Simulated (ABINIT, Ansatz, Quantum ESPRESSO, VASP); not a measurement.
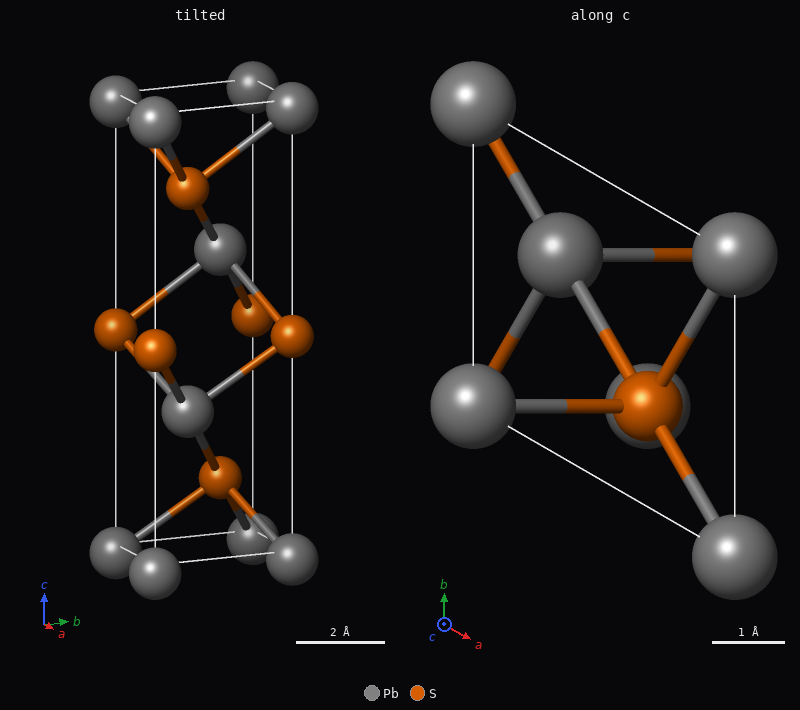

PbS, space group R3m (No. 160), a = 4.225 Å, b = 4.225 Å, c = 10.356 Å, α = 90.00°, β = 90.00°, γ = 120.00° (26.69 Å³/atom). Structure drawing (ball-and-stick), viewed slightly off an axis and along the c axis. The conventional unit cell is outlined; an atom on or near a face, edge or corner is repeated at each equivalent position. The cell is a structure listed in the Materials Project.

The cell was scaled uniformly, at fixed shape and fractional positions, in five programs or potential sets. Alike in all runs: functional PBE; k mesh 8 × 8 × 8 on the run's cell of 2 atoms; occupations fermi-dirac, width 0.05 eV; no spin polarisation; no spin-orbit coupling.

Energies from Quantum ESPRESSO (SSSP 1.3 efficiency):

| volume (Å³/atom) | E − E(lowest point) (meV/atom) |
| --- | --- |
| 25.085 | 29.77 |
| 25.618 | 15.78 |
| 26.152 | 6.46 |
| 26.686 | 1.33 |
| 27.220 | 0.00 |
| 27.753 | 2.07 |
| 28.287 | 7.21 |

Question: Fit a third-order Birch-Murnaghan equation of state to these points.

Answer: V0 = 27.15 Å³/atom, B0 = 52.7 GPa and B0′ = 4.3. V0 lies 1.8 % above the volume of the cell as given.

The same fit in all programs:

| program | V0 (Å³/atom) | B0 (GPa) | B0′ |
| --- | --- | --- | --- |
| Quantum ESPRESSO (SSSP 1.3 efficiency) | 27.15 | 52.7 | 4.3 |
| Ansatz (Ansatz PAW soft_1) | 27.14 | 52.7 | 4.2 |
| VASP (PBE potentials, release 64 Pb_d, S) | 27.14 | 52.7 | 4.2 |
| ABINIT (JTH PAW PBE v2.0) | 27.17 | 52.5 | 4.3 |
| Ansatz LAPW (all-electron) | ? | ? | ? |

Question: What does Ansatz LAPW (all-electron) give?

Answer: V0 = 27.14 Å³/atom, B0 = 52.6 GPa and B0′ = 4.2. The other rows span 27.14 to 27.17 Å³/atom and 52.5 to 52.7 GPa.

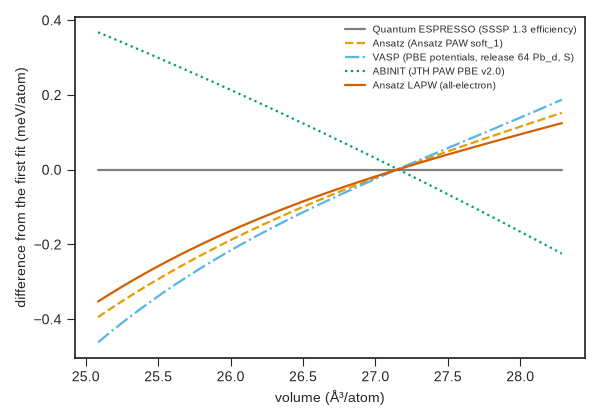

Each fitted curve, counted from its own minimum, less that of Quantum ESPRESSO (SSSP 1.3 efficiency). With one functional throughout, the spread comes from potentials, basis sets and numerical settings; B0′ is uncertain by a few tenths over so narrow a range.

Caveat: the cell was scaled at fixed shape and fractional positions, which overstates the stiffness of a crystal with free parameters, most of all of layers and chains; spin-orbit coupling matters for Pb, in volumes and forces too.
